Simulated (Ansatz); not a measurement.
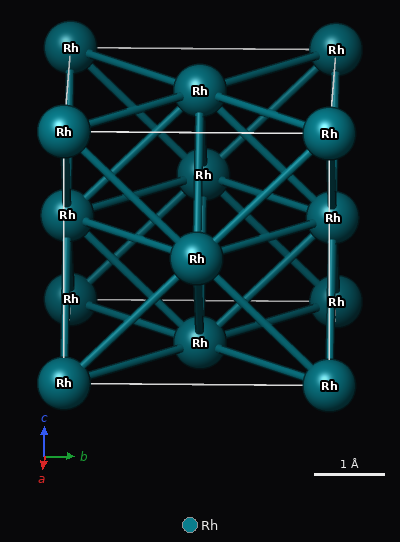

**Figure 1.** The structure as given in the input (ball-and-stick view of the cell 4 times as large as that of the calculation, set on its symmetry axes, seen at an oblique angle). An atom can appear more than once, as a periodic image.

Run report: Rh, geometry relaxation

Rh (Fm-3m, 1 atom in the cell), computed with DFT PBE+D3(BJ), scalar-relativistic, plane waves, PAW, no spin polarisation (Ansatz 0.2.0).

The structure derives from an entry of the Crystallography Open Database.

Output
```
Engine: ansatz 0.2.0, x86_64-unknown-linux-gnu
Pseudopotentials: kind: paw
Pseudopotential: Rh, paw, valence charge 17, recommended cutoff 420 eV (normal), Rh.paw.azcp
Functional definition: PBE
  parameter kappa = 0.804
  parameter beta = 0.06672455060314922
  exchange = pbe_x(kappa = kappa, mu = beta*pi^2/3)
  correlation = pbe_c(beta = beta)
Crystal: 1 atoms, lattice volume = 13.671 Å³
Basis set: ecut = 420 eV, 283 PW (Γ), exchange–correlation on 36×36×36 points (8 copies of the dense FFT grid, shifted against one another)
Bands: 13, of which v1, the nominal top of the filled ones, is band 9 counted from 1 (8 counted from 0)
Symmetry: 48 space group operations
Space group: Fm-3m (ITA 225), of the structure as read, at distance tolerance 2.4e-5 Å
k-points: 195 of 5832
Non-local potential: Rh, projectors of the file, l = 0: 3, l = 1: 2, l = 2: 2, l = 3: 1
PAW form: soft (Blöchl's): semilocal exchange-correlation on the pseudo side does not see the compensation charge
PAW one-centre angular grid: Rh, 590 points (default); XC on 64 Gauss nodes
Initial density: superposition of atomic densities (neutral atoms: chi_scale 0, normalization atom), corrected by the library's trained network
Initial wavefunctions: pseudopotential atomic-orbital guess
Functional: x = pbe(κ = 0.804, μ = 0.2195149727645171), c = pbe(β = 0.06672455060314922)
SCF iter   1: F=—  HF=-6403.534843 eV  |F-HF|=—  |Δ(HF+E_count)|=         —  Δρ=2.76e-3  dr2=2.64e-4  ethr=1.77e-3  ⟨swp⟩=5.0  Hψ=13991  notcnv=0
preconditioner: auto → none  [metal: Δε(μ)=0.008 eV  Ē_g=14.083 eV  σ=0.100 eV  W_gap=0.05  n_scr=0 (ndim 8)  ℏωp=30.1 eV  f_vac=0.000  D(μ)=1.37/eV (n_scr^D=14)]
SCF iter   2: F=—  HF=-6403.534993 eV  |F-HF|=—  |Δ(HF+E_count)|=   1.49e-4  Δρ=1.42e-3  dr2=5.37e-5  ethr=1.55e-6  ⟨swp⟩=2.8  Hψ=5800  notcnv=0
SCF iter   3: F=—  HF=-6403.535029 eV  |F-HF|=—  |Δ(HF+E_count)|=   3.67e-5  Δρ=6.55e-4  dr2=1.18e-5  ethr=3.16e-7  ⟨swp⟩=2.0  Hψ=3413  notcnv=0
SCF iter   4: F=—  HF=-6403.535043 eV  |F-HF|=—  |Δ(HF+E_count)|=   1.39e-5  Δρ=6.54e-5  dr2=2.00e-7  ethr=6.93e-8  ⟨swp⟩=2.3  Hψ=3611  notcnv=0
iter 5 did not close the SCF: its close was put off for the readings that it lacked (scf_convergence_deferred on its scf_iter line)
SCF iter   5: F=-6403.535043 eV  HF=-6403.535043 eV  |F-HF|=1.33e-9  |Δ(HF+E_count)|=   5.80e-8  Δρ=1.09e-5  dr2=4.05e-9  ethr=1.18e-9  ⟨swp⟩=2.6  Hψ=3624  notcnv=0
SCF iter   6: F=-6403.535043 eV  HF=-6403.535043 eV  |F-HF|=8.73e-11  |Δ(HF+E_count)|=  8.46e-10  Δρ=1.74e-6  dr2=1.76e-10  ethr=2.38e-11  ⟨swp⟩=5.0  Hψ=13413  notcnv=0
SCF 1 converged in 6 iterations: F = -6403.535043 eV  dr2 = 1.76e-10
  greatest PAW one-centre occupation: 1.000 electrons in one spin orbital (limit 2), on the Rh atom at site 0 (counted from 0), in its partial waves of l = 0
relax step   1: F+E_penalty+E_count = -6403.53504327 eV  Δ(F+E_penalty+E_count) = +0.000e0 eV  max|allowed force component| = 0.000e0 eV/Å  Δτ_max = 0.0000 Å  P = -0.517 GPa  Ω = 13.671 Å³  (6 SCF iters, dr2 threshold 1.00e-7 eV, accepted)
Crystal: 1 atoms, lattice volume = 13.626 Å³
Initial density: handed on by an earlier stage of this run
Initial wavefunctions: those handed on with the density
iter 1 solved again at ethr=6.30e-8 eV; its pass at ethr=3.10e-3 eV (dr2=1.07e-5 eV) is discarded
SCF iter   1: F=—  HF=-6403.535092 eV  |F-HF|=—  |Δ(HF+E_count)|=         —  Δρ=3.08e-4  dr2=1.13e-5  ethr=6.30e-8  ⟨swp⟩=2.0  Hψ=16410  notcnv=0
preconditioner: auto → none  [metal: Δε(μ)=0.010 eV  Ē_g=14.117 eV  σ=0.100 eV  W_gap=0.06  n_scr=0 (ndim 8)  ℏωp=30.2 eV  f_vac=0.000  D(μ)=1.36/eV (n_scr^D=14)]
SCF iter   2: F=—  HF=-6403.535091 eV  |F-HF|=—  |Δ(HF+E_count)|=   8.20e-7  Δρ=1.49e-4  dr2=1.24e-6  ethr=6.30e-8  ⟨swp⟩=2.2  Hψ=3594  notcnv=0
SCF iter   3: F=—  HF=-6403.535091 eV  |F-HF|=—  |Δ(HF+E_count)|=   1.95e-7  Δρ=6.35e-5  dr2=1.77e-7  ethr=7.27e-9  ⟨swp⟩=2.7  Hψ=3991  notcnv=0
SCF iter   4: F=-6403.535091 eV  HF=-6403.535091 eV  |F-HF|=1.23e-9  |Δ(HF+E_count)|=   5.66e-8  Δρ=6.69e-6  dr2=1.47e-9  ethr=5.88e-10  ⟨swp⟩=7.0  Hψ=12301  notcnv=0
SCF 2 converged in 4 iterations: F = -6403.535091 eV  dr2 = 1.47e-9
relax step   2: F+E_penalty+E_count = -6403.53509132 eV  Δ(F+E_penalty+E_count) = -4.805e-5 eV  max|allowed force component| = 0.000e0 eV/Å  Δτ_max = 0.0000 Å  P = +0.413 GPa  Ω = 13.626 Å³  energy of the carried Pulay correction = +3.291e-5 eV  (4 SCF iters, dr2 threshold 1.00e-7 eV, accepted)
Crystal: 1 atoms, lattice volume = 13.646 Å³
iter 1 solved again at ethr=1.18e-8 eV; its pass at ethr=3.10e-3 eV (dr2=2.01e-6 eV) is discarded
SCF iter   1: F=—  HF=-6403.535101 eV  |F-HF|=—  |Δ(HF+E_count)|=         —  Δρ=1.34e-4  dr2=2.17e-6  ethr=1.18e-8  ⟨swp⟩=2.0  Hψ=16387  notcnv=0
preconditioner: auto → none  [metal: Δε(μ)=0.010 eV  Ē_g=14.102 eV  σ=0.100 eV  W_gap=0.06  n_scr=0 (ndim 8)  ℏωp=30.2 eV  f_vac=0.000  D(μ)=1.36/eV (n_scr^D=14)]
SCF iter   2: F=—  HF=-6403.535102 eV  |F-HF|=—  |Δ(HF+E_count)|=   9.66e-7  Δρ=6.38e-5  dr2=2.34e-7  ethr=1.18e-8  ⟨swp⟩=2.3  Hψ=3701  notcnv=0
SCF iter   3: F=-6403.535102 eV  HF=-6403.535102 eV  |F-HF|=7.62e-9  |Δ(HF+E_count)|=   4.25e-8  Δρ=2.66e-5  dr2=3.11e-8  ethr=5.88e-10  ⟨swp⟩=7.6  Hψ=14696  notcnv=0
SCF 3 converged in 3 iterations: F = -6403.535102 eV  dr2 = 3.11e-8
relax step   3: F+E_penalty+E_count = -6403.53510238 eV  Δ(F+E_penalty+E_count) = -1.106e-5 eV  max|allowed force component| = 0.000e0 eV/Å  Δτ_max = 0.0000 Å  P = -0.002 GPa  Ω = 13.646 Å³  energy of the carried Pulay correction = +1.831e-5 eV  (3 SCF iters, dr2 threshold 1.00e-7 eV, accepted)
Initial wavefunctions: pseudopotential atomic-orbital guess (no wavefunctions were taken with the density)
iter 1 solved again at ethr=1.47e-8 eV; its pass at ethr=3.10e-3 eV (dr2=2.50e-6 eV) is discarded
SCF iter   1: F=—  HF=-6403.535083 eV  |F-HF|=—  |Δ(HF+E_count)|=         —  Δρ=2.64e-5  dr2=2.97e-8  ethr=1.47e-8  ⟨swp⟩=3.0  Hψ=21007  notcnv=0
SCF iter   2: F=—  HF=-6403.535085 eV  |F-HF|=—  |Δ(HF+E_count)|=   1.98e-6  Δρ=1.35e-5  dr2=6.62e-9  ethr=1.74e-10  ⟨swp⟩=1.6  Hψ=3218  notcnv=0
SCF iter   3: F=—  HF=-6403.535085 eV  |F-HF|=—  |Δ(HF+E_count)|=   4.46e-9  Δρ=3.84e-6  dr2=1.81e-9  ethr=3.89e-11  ⟨swp⟩=2.7  Hψ=4334  notcnv=0
SCF iter   4: F=-6403.535085 eV  HF=-6403.535085 eV  |F-HF|=3.64e-12  |Δ(HF+E_count)|=  5.48e-10  Δρ=3.42e-7  dr2=3.39e-12  ethr=1.00e-12  ⟨swp⟩=4.4  Hψ=11887  notcnv=0
SCF 4 converged in 4 iterations: F = -6403.535085 eV  dr2 = 3.39e-12
relax step   4: F+E_penalty+E_count = -6403.53508527 eV  Δ(F+E_penalty+E_count) = +1.710e-5 eV  max|allowed force component| = 0.000e0 eV/Å  Δτ_max = 0.0000 Å  P = -0.001 GPa  Ω = 13.646 Å³  stress off target by 1.22e-3 GPa  SCF on the basis re-selected at this cell (its energy is not comparable with the rows above)  (4 SCF iters)
```

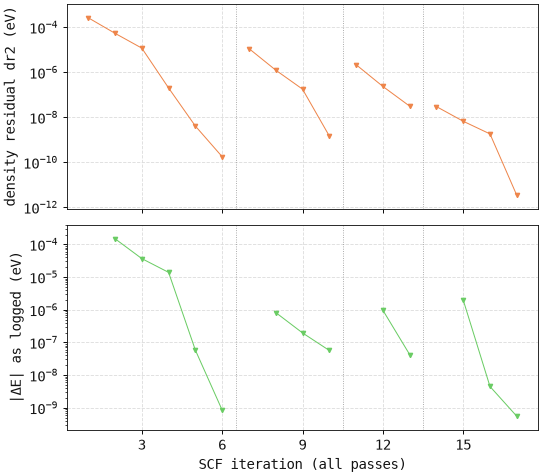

**Figure 2.** Convergence of the self-consistent field: density residual dr2 and size of the energy change against the SCF iteration. The dotted lines part the SCF passes of the relaxation: geometry steps, rejected trials and re-solves on a re-selected basis. The passes take 6, 4, 3 and 4 iterations.

```
basis re-selected at this cell: Δ(F+E_penalty+E_count) = +1.710e-5 eV, ΔP = +0.001 GPa vs the last step (what re-selecting the basis moved, of the pressure what is left beyond the Pulay correction that the steps carried, after the strain that the cell walked since its last selection, with what the two solves' SCF thresholds leave and, on support functions, any second-order correction that the steps lacked; it is no measure of the basis error at this ecutwfc). This SCF's stress stands 1.22e-3 GPa from its target on what of the cell is left free (relax.cell.stress_tol is 5.00e-2 GPa) and its largest allowed force component is 0.00e0 eV/Å (relax.f_tol is 5.00e-3 eV/Å): within both
SCF converged after 4 iterations
Free energy (F): -6403.535085 eV
Harris-Foulkes:  -6403.535085 eV  (|F-HF|=3.64e-12)
Internal energy: -6403.528282 eV  (E = F + TS)
E sigma→0 (E₀):  -6403.531684 eV
Entropy (-TS):   -0.006803 eV (-6.803 meV/atom)
Fermi energy:    22.614218 eV
--- Per-component energies (eV) ---
  E_band       = -82.065575
  E_kinetic    = 573.791899
  E_local      = -1554.049638  (includes V_loc(G=0)·N_el)
  E_nonlocal   = 354.486650
  E_hartree    = 546.830523
  E_xc         = -222.164090
  E_vxc        = -278.934981  (∫ρ·V_xc dr)
  E_paw        = -3586.872916  (= ΣΔE_a)
  E_vpaw       = -271.021409  (= ΣTr[D̂ρ^β])
  E_aug_tail   = 0.000837  (compensation charges beyond the density's cutoff)
  E_ewald      = -2514.898998
  E_disp       = -0.652547  (pairwise vdW)
  E_smearing   = -0.006803  (= −TS)
  E_closure    = 0.000000  (closes the sum)
  Σ components = -6403.535085   (vs F -6403.535085, Δ=0.00e0)
--- Forces (eV/Å), atoms counted from 1 ---
  atom   1  Rh    -0.00000000     0.00000000     0.00000000
  max |Σ_I F_I| component: 1.97e-31 eV/Å
--- Stress (GPa, compression-positive) ---
       -0.001222      -0.000000      -0.000000
       -0.000000      -0.001222       0.000000
       -0.000000       0.000000      -0.001222
  P = ⅓ Tr σ = -0.0012 GPa (-0.012 kbar)
--- Band table (eV; the first three rows and the last of 195) ---
  k-point 0: bands = ["-56.2999", "-23.7579", "-23.7579", "-23.7579", "14.5896", "19.4888", "19.4888", "19.4888", "21.5993", "21.5993", "38.4027", "43.7757", "43.7757"]
  k-point 1: bands = ["-56.2964", "-23.7814", "-23.7611", "-23.7611", "14.7152", "19.4328", "19.5384", "19.5384", "21.5714", "21.5714", "38.5838", "43.1208", "43.9595"]
  k-point 2: bands = ["-56.2863", "-23.8487", "-23.7702", "-23.7702", "15.0753", "19.2928", "19.6680", "19.6680", "21.5115", "21.5115", "39.0700", "41.7300", "44.4893"]
  k-point 194: bands = ["-56.1444", "-24.2905", "-24.2154", "-24.0419", "17.4697", "18.3182", "19.2494", "21.4552", "23.6105", "31.5196", "33.0085", "33.9348", "35.3379"]
--- Relaxed structure (3 steps of the walk, 3 accepted, 1 SCFs on fresh bases) ---
  F+E_penalty+E_count = -6403.53508527 eV   max|allowed force component| = 0.000e0 eV/Å   (the final SCF, on the basis selected at the relaxed cell)
  cell:  # Å, volume = 13.6463 Å³
    - [-3.3119918213821335e-34, 1.8966857386470477, 1.8966857386470477]
    - [1.8966857386470477, -1.4012273090462876e-34, 1.8966857386470477]
    - [1.8966857386470477, 1.8966857386470477, -6.369215041119485e-35]
  atoms:
    - { symbol: Rh, position: [0.0, 0.0, 0.0] }
```

Trajectory as extended XYZ (Å, eV, eV/Å), 4 frames, from step=1 to step=4
```
1
Lattice="0.0000 1.8979 1.8979 1.8979 0.0000 1.8979 1.8979 1.8979 0.0000" Properties=species:S:1:pos:R:3:forces:R:3 step=1 energy=-6403.53504 pressure_GPa=-0.52
Rh    0.0000    0.0000    0.0000    0.0000   0.0000   0.0000
1
Lattice="0.0000 1.8958 1.8958 1.8958 0.0000 1.8958 1.8958 1.8958 0.0000" Properties=species:S:1:pos:R:3:forces:R:3 step=2 energy=-6403.53509 pressure_GPa=0.41
Rh    0.0000    0.0000    0.0000    0.0000   0.0000   0.0000
1
Lattice="0.0000 1.8967 1.8967 1.8967 0.0000 1.8967 1.8967 1.8967 0.0000" Properties=species:S:1:pos:R:3:forces:R:3 step=3 energy=-6403.53510 pressure_GPa=-0.00
Rh    0.0000    0.0000    0.0000    0.0000   0.0000   0.0000
1
Lattice="0.0000 1.8967 1.8967 1.8967 0.0000 1.8967 1.8967 1.8967 0.0000" Properties=species:S:1:pos:R:3:forces:R:3 step=4 energy=-6403.53509 pressure_GPa=-0.00
Rh    0.0000    0.0000    0.0000    0.0000   0.0000   0.0000
```

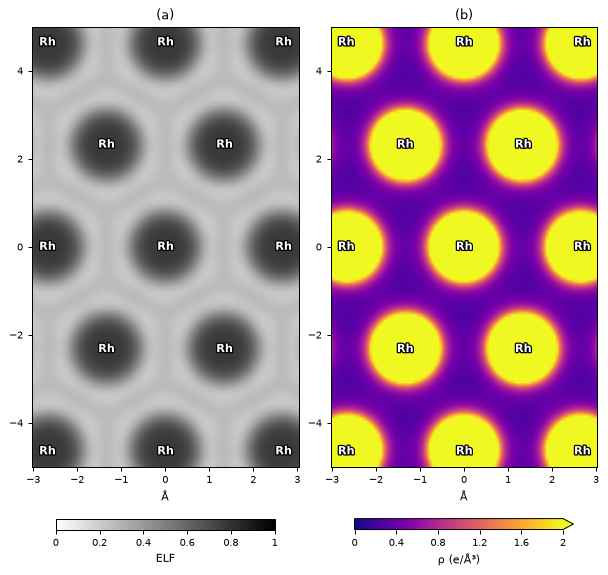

**Figure 3.** (a) ELF; (b) valence pseudo-density on the (111) plane of the conventional cell. Rh–Rh (2.68 Å): the density is about 0.38 e/Å³ at the midpoint; the ELF is about 0.25 at the midpoint (no localised pair between them). Away from the nuclei the density in this plane falls to 0.28 e/Å³ at its lowest. The strong features right at Rh lie inside the PAW spheres (semicore, d or f shells) and say nothing about bonding. Core electrons are frozen (PAW), so the fields are smoothed inside the atomic spheres.

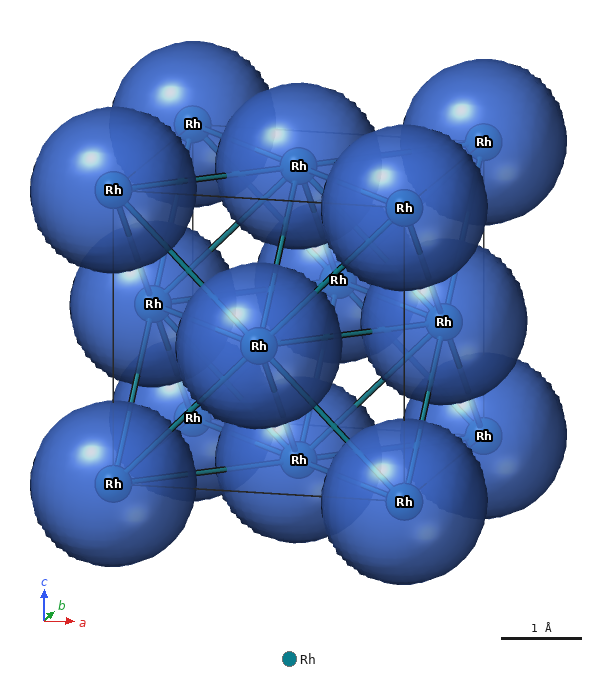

**Figure 4.** Isosurface of the valence pseudo-density at 0.6 e/Å³ (blue), seen slightly off an axis. Sticks mark near contacts. The outline is the cell set on symmetry axes. At this value the density breaks into separate islands; it holds about 80 % of the electrons treated as valence (semicore included). It is pinched off along the Rh–Rh (2.68 Å) contacts. On the grid the lowest density along these lines, outside the cores, is 0.37 e/Å³ (Rh–Rh, 2.68 Å).

This output came from the following input.

The input
```yaml
crystal:
  lattice:
    - [0.0, 1.89785, 1.89785]
    - [1.89785, 0.0, 1.89785]
    - [1.89785, 1.89785, 0.0]
  atoms:
    - { symbol: Rh, position: [0.0, 0.0, 0.0] }
basis:
  ecutwfc: 420
kpoints:
  mp_grid: { grid: [18, 18, 18] }
hamiltonian:
  xc: pbe
  dispersion: d3bj
scf:
  occupations: { method: gaussian, width: 0.1 }
output:
  forces: true
  stress: true
  eigenvalues: true
  write_density: true
  write_potential: true
  elf: true
  volumetric_format: npy
relax:
  adjacent_minimum: "off"
  f_tol: 0.005
  max_steps: 80
  cell: { stress_tol: 0.05 }
```

Command:
```bash
ansatz run input.yaml --threads 4 --pin off --max-ram 10240MiB --backend cpu --events-out ev --progress --plain --runs-dir out
```

Key numbers

| quantity | value |
| --- | --- |
| outcome | converged |
| space group (tolerance 0.01 Å) | Fm-3m (225) |
| electrons treated | 17 |
| free energy | −6403.5351 eV |
| Fermi energy | 22.614 eV |
| gap on the k-point mesh | none (metallic) |
| pressure | 0.00 GPa |
| final volume | 13.65 Å³ |
| largest force (length of the vector) at the end | under 0.001 eV/Å |
| final cell | a = 2.682 Å, b = 2.682 Å, c = 2.682 Å, α = 60.00°, β = 60.00°, γ = 60.00° |
| hardware | 4 threads of Intel Xeon @ 2.70GHz, 189 GiB of memory available, shared host |
| wall time | 4.2 s (CPU time 12 s) |
| peak memory | 0.36 GiB |
